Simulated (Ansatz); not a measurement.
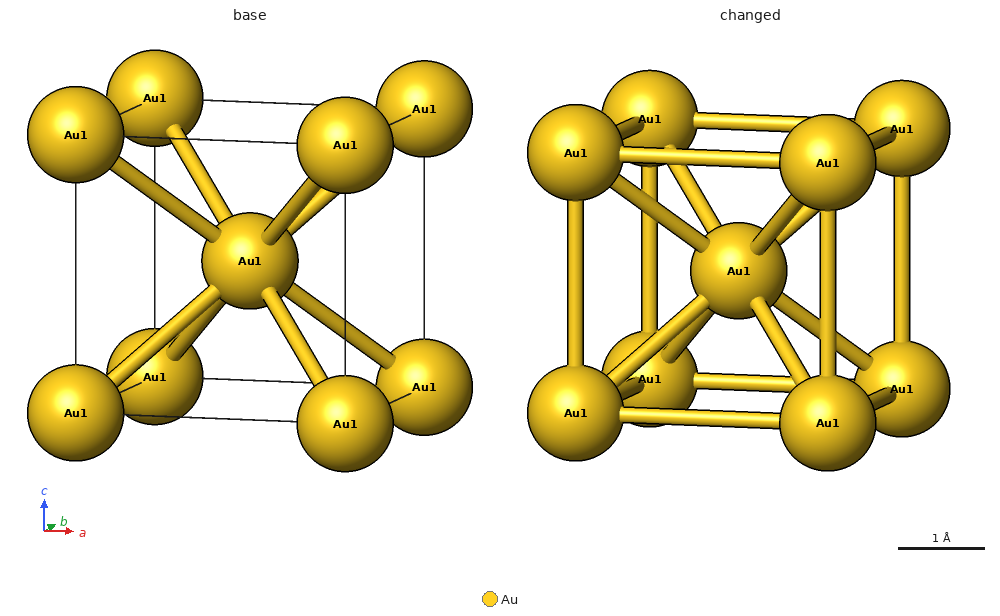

Left: a crystal of Au (set up in Im-3m). Right: the same structure after one change, at the same scale. The picture is a ball-and-stick view of the conventional cell (2 times the calculation's cell), seen slightly off an axis. Lengths and directions refer to the drawn axes.

These are results of Ansatz, DFT PBE, scalar-relativistic, plane waves, PAW, not measurements. (plane-wave cutoff 420 eV; occupations gaussian; smearing width 0.1 eV; no spin polarisation) The k-mesh is chosen for each cell (18×18×18, 20×20×20).

The crystal is put under a hydrostatic pressure of 50 GPa. Cell and atoms are relaxed at that pressure.

What does the change do?

The drawn cell changes as follows: a = b = c 3.301 → 3.089 Å (−6.4 %); the volume changes by −18.1 %. The atoms keep their places relative to the cell (all moves are under 0.005 Å). Some distances before and after: Au–Au 3.301 → 3.089 Å, Au–Au 2.859 → 2.675 Å. The space group stays Im-3m (No. 229). The energy rises by 409 meV per atom. (The two runs use different k-meshes.) The pressure goes from 0.0 to 50.0 GPa. Both are metals.
